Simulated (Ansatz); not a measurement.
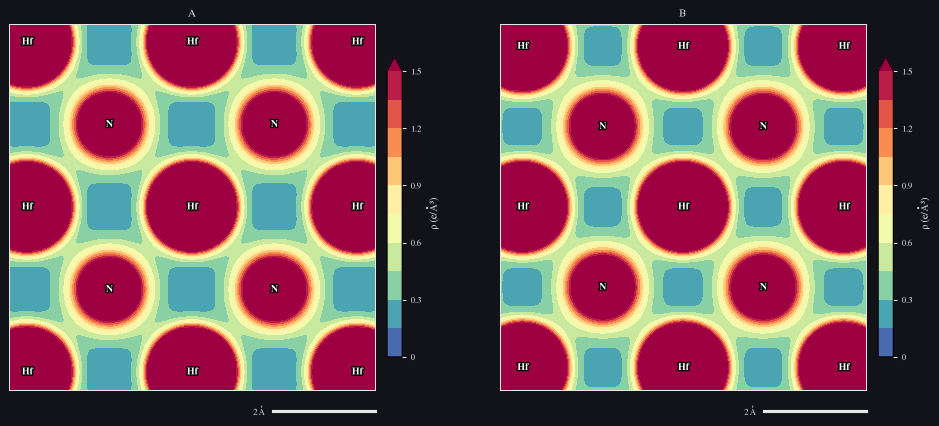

HfN. The valence electron density of two cells that differ in size, on the (110) plane of each (indices in the axes of the calculation cell), at one length scale and on one colour scale; one has 11.0 and the other 11.9 Å³ an atom.

Method: Kohn-Sham DFT of a periodic cell, LDA, Ansatz PAW in Ansatz 0.2.0.

Core electrons are frozen (PAW), and the valence fields are smoothed inside the atomic spheres.

The larger cell:

```xyz
2
Lattice="0.0000 2.2857 2.2857 2.2857 0.0000 2.2857 2.2857 2.2857 0.0000" Properties=species:S:1:pos:R:3 pbc="T T T"
Hf    0.0000    0.0000    0.0000
N     2.2857    2.2857    2.2857
```

The smaller cell: a = 3.147 Å, b = 3.147 Å, c = 3.147 Å, α = 60.00°, β = 60.00°, γ = 60.00°.

Which is the denser cell? Describe the effect of the change.

Answer. Panel B is the smaller cell, by 8 % in volume. From the larger cell to the smaller, Hf–N goes from 2.29 to 2.23 Å, and the density at its midpoint from 0.49 to 0.56 e/Å³; the pressure goes from −18 to 3.5 GPa.
